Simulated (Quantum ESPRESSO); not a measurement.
**BN (F-43m): the LO frequency by hand**

How high does the longitudinal optical mode of BN (F-43m) lie, given the transverse one, the Born charge and ε∞?

Program: Quantum ESPRESSO 7.5. Level of theory: DFT LDA, scalar-relativistic, plane waves, PseudoDojo norm-conserving pseudopotentials. Results are calculated unless marked as measured.

**1. Set-up**

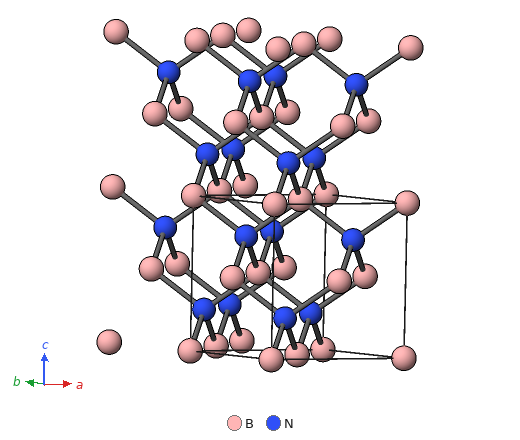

The starting structure, seen slightly off an axis (boron pink, nitrogen blue). 1×2×2 cells are drawn. This picture shows the conventional cell, with its axes. Bonds to atoms that aren't drawn are left out. Some periodic images of atoms are drawn too.

Structure file:

```
CELL_PARAMETERS angstrom
-1.79068 0.00000 1.79068
0.00000 1.79068 1.79068
-1.79068 1.79068 0.00000
ATOMIC_POSITIONS crystal
B 0.00000 0.00000 0.00000
N 0.75000 0.75000 0.75000
```

**2. What the response run gave**

A linear-response run on the relaxed cell, with the response to an electric field; only its zone-centre results are used. Cutoff 92 Ry, k mesh 12×12×12.

Log:

```text
[banners, grids, parts of the stress and lines that vanish by symmetry left out]
Program PHONON v.7.5
     Reading xml data from directory:

[...]
Exchange-correlation= PW
                           (   1   4   0   0   0   0   0)
[...]
kinetic-energy cut-off    =      92.0000  Ry
     charge density cut-off    =     368.0000  Ry
     convergence threshold     =      1.0E-18
[...]
Exchange-correlation= PW
                           (   1   4   0   0   0   0   0)
[...]
q = (   0.0000000   0.0000000   0.0000000 )
     25 Sym.Ops. (with q -> -q+G )
     G cutoff =  426.9550  (   9257 G-vectors)     FFT grid: ( 30, 30, 30)
     number of k points=    72
[...]
Mode symmetry, T_d (-43m)  point group:
[...]
Dielectric constant
[...]
End of electric fields calculation
          Dielectric constant in cartesian axis
          (       4.506765136       0.000000000      -0.000000000 )
          (       0.000000000       4.506765136       0.000000000 )
          (      -0.000000000       0.000000000       4.506765136 )
          Effective charges (d Force / dE) in cartesian axis without acoustic sum rule applied (asr)
           atom    1  B     Mean Z*:        1.87837
      Ex  (        1.87837       -0.00000       -0.00000 )
      Ey  (       -0.00000        1.87837        0.00000 )
      Ez  (       -0.00000        0.00000        1.87837 )
           atom    2  N     Mean Z*:       -1.87840
      Ex  (       -1.87840        0.00000        0.00000 )
      Ey  (        0.00000       -1.87840       -0.00000 )
      Ez  (        0.00000       -0.00000       -1.87840 )
          Effective charges Sum: Mean:       -0.00003
[...]
Effective charges (d Force / dE) in cartesian axis with asr applied:
           atom    1  B     Mean Z*:        1.87838
[...]
atom    2  N     Mean Z*:       -1.87838
[...]
Representation #   1 modes #   1   2   3
[...]
End of self-consistent calculation
     Convergence has been achieved
     Representation #   2 modes #   4   5   6
[...]
End of self-consistent calculation
     Convergence has been achieved
[...]
Dielectric constant in cartesian axis
          (       4.506765136       0.000000000      -0.000000000 )
          (       0.000000000       4.506765136       0.000000000 )
          (      -0.000000000       0.000000000       4.506765136 )
          Effective charges (d Force / dE) in cartesian axis without acoustic sum rule applied (asr)
           atom    1  B     Mean Z*:        1.87837
      Ex  (        1.87837       -0.00000       -0.00000 )
      Ey  (       -0.00000        1.87837        0.00000 )
      Ez  (       -0.00000        0.00000        1.87837 )
           atom    2  N     Mean Z*:       -1.87840
      Ex  (       -1.87840        0.00000        0.00000 )
      Ey  (        0.00000       -1.87840       -0.00000 )
      Ez  (        0.00000       -0.00000       -1.87840 )
          Effective charges Sum: Mean:       -0.00003
[...]
Effective charges (d Force / dE) in cartesian axis with asr applied:
           atom    1  B     Mean Z*:        1.87838
[...]
atom    2  N     Mean Z*:       -1.87838
[...]
q = (    0.000000000   0.000000000   0.000000000 )
[...]
freq (    1) =      -0.069478 [THz] =      -2.317534 [cm-1]
     freq (    2) =      -0.069478 [THz] =      -2.317534 [cm-1]
     freq (    3) =      -0.069478 [THz] =      -2.317534 [cm-1]
     freq (    4) =      32.036602 [THz] =    1068.626016 [cm-1]
     freq (    5) =      32.036602 [THz] =    1068.626016 [cm-1]
     freq (    6) =      32.036602 [THz] =    1068.626016 [cm-1]
[...]
Mode symmetry, T_d (-43m)  point group:
     freq (   1-   3) =         -2.3  [cm-1]   --> T_2  G_15 P_4   I+R
     freq (   4-   6) =       1068.6  [cm-1]   --> T_2  G_15 P_4   I+R

   JOB DONE.
```

| quantity | value |
| --- | --- |
| cell volume Ω (Å³) | 11.484 |
| mass of B (u) | 10.810 |
| mass of N (u) | 14.007 |
| Born charge of B, raw (e) | 1.878 |
| Born charge of N, raw (e) | -1.878 |
| ε∞ | 4.507 |
| ω(TO) after the sum rule (cm⁻¹) | 1068.6 |

**3. The calculation**

The charges must sum to zero over the cell; taking off their mean, 0.000 e, leaves Z* = 1.878 e on B. In the polar mode B moves against N, so the reduced mass is μ = 10.81 × 14.01 / 24.82 = 6.101 u.

A longitudinal wave builds up a field that adds to the restoring force: ω(LO)² = ω(TO)² + 4π Z*² / (μ Ω ε∞), in Hartree atomic units. With μ = 11122 electron masses and Ω = 77.50 bohr³ the second term is 1.1414e-05 Ha², or 549824 cm⁻² (1 Ha = 219474.6 cm⁻¹).

So ω(LO) = √(1141970 + 549824) = 1300.7 cm⁻¹, and by the Lyddane-Sachs-Teller relation ε₀ = ε∞ (ω(LO)/ω(TO))² = 6.68.

**4. Check against the program**

The analysis program adds the same non-analytic term to the full matrix, here for q along (1 0 0).

Log:

```text
[banner, memory and clock lines left out]
Program DYNMAT v.7.5

     Reading Dynamical Matrix from file g.dyn
     ...Force constants read
     ...epsilon and Z* read

     Polarizability (A^3 units)
     multiply by 0.461059 for Clausius-Mossotti correction
         3.204655    0.000000   -0.000000
         0.000000    3.204655    0.000000
        -0.000000    0.000000    3.204655

     IR activities are in (D/A)^2/amu units

# mode   [cm-1]    [THz]      IR
    1     -0.00   -0.0000    0.0000
    2     -0.00   -0.0000    0.0000
    3      0.00    0.0000    0.0000
    4   1068.63   32.0367   13.3418
    5   1068.63   32.0367   13.3418
    6   1300.69   38.9936   13.3418
```

ε₀ comes from the program's run without a direction of q.

| quantity | by hand | program |
| --- | --- | --- |
| ω(LO) (cm⁻¹) | 1300.7 | 1300.7 |
| ε₀ | 6.68 | 6.68 |

**5. What came out**

```json
{"TO mode": "1069 cm⁻¹", "LO mode": "1301 cm⁻¹", "static dielectric constant": "6.677"}
```

The LO mode of BN (F-43m) lies at 1301 cm⁻¹, 232 cm⁻¹ above the TO mode; the formula meets the program within 0.1 cm⁻¹, as it must for a cubic crystal with one polar mode. ω(LO)² − ω(TO)² goes with Z*²/ε∞: an error of 5 % in ε∞ would move the LO mode by 10.1 cm⁻¹, and semilocal functionals tend to overestimate ε∞. These are harmonic values at zero temperature, at the volume of this functional, for the structure held cubic; stability elsewhere in the zone is no part of this calculation.

[Host names and launcher messages were left out of these logs when they were recorded.]

[Logs are printed without paths, hosts, clocks, repeated set-up lines and the standing remarks that a program may print on its own settings, such as how far it seeks lower states.]

[Hosts, paths, dates, database ids (printed as entryN), source tags and the programs' standing remarks are cut or masked in the printed files.]
